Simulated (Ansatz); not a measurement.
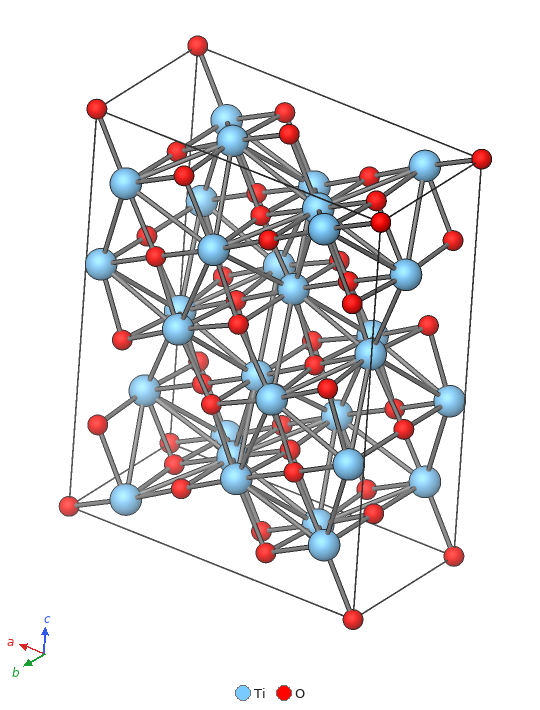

Crystal structure, ball-and-stick style, seen from a general direction. The conventional unit cell is outlined; an atom on or near a face, edge or corner is repeated at each equivalent position.

Describe the arrangement of the atoms.

- Chemical formula Ti$_{10}$O$_{13}$.
- The atoms follow space group C2/m (No. 12); the Bravais lattice is base-centred monoclinic.
- The cell comprises 2 formula units: 20 Ti, 26 O.
- The coordination, counted out to bonding distance, is Ti 12 to 14 (mean 13.2) and O 4 to 5 (mean 4.6). Not all metal-metal contacts are counted.

Origin of the cell: a structure listed in the Materials Project. The atoms were relaxed in a fixed cell with Ansatz 0.2.0, DFT PBEsol, scalar-relativistic, plane waves, PAW.

At this level of theory the run's own cell isn't at rest (stretched, at -6 GPa), so its distances can differ from those at equilibrium, the more so the softer the solid.
